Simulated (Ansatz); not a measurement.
```
CELL_PARAMETERS angstrom
3.91045 0.00000 0.00000
0.00000 3.90976 0.00000
0.00000 0.00000 5.51079
ATOMIC_POSITIONS crystal
Ca 0.50000 0.50000 0.00000
Ca 0.00000 0.00000 0.50000
```

Space group I4/mmm; a structure from a database of computed crystals, not necessarily the ambient phase.

All numbers below come from DFT PBE, scalar-relativistic, plane waves, PAW (Ansatz).

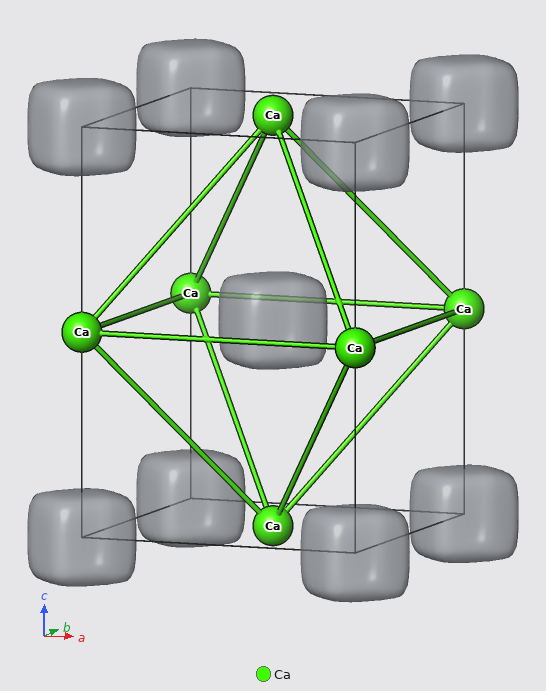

Ca. Isosurface of the electron localisation function at 0.65 (grey), seen slightly off an axis. Core shells and regions of very low density are left out. Sticks mark near contacts.

What do the ELF domains correspond to?

Answer. The ELF exceeds this value in two pockets between the atoms, centred on no nucleus (multi-centre or interstitial), counted in one cell of 2 atoms. Any copies at cell faces, edges or corners count once. There are no localised bonds or lone pairs at this value. Along the contacts the grid gives the following. Ca–Ca (3.90 Å): the ELF is about 0.35 at the midpoint (no shared electron pair shows on this line).
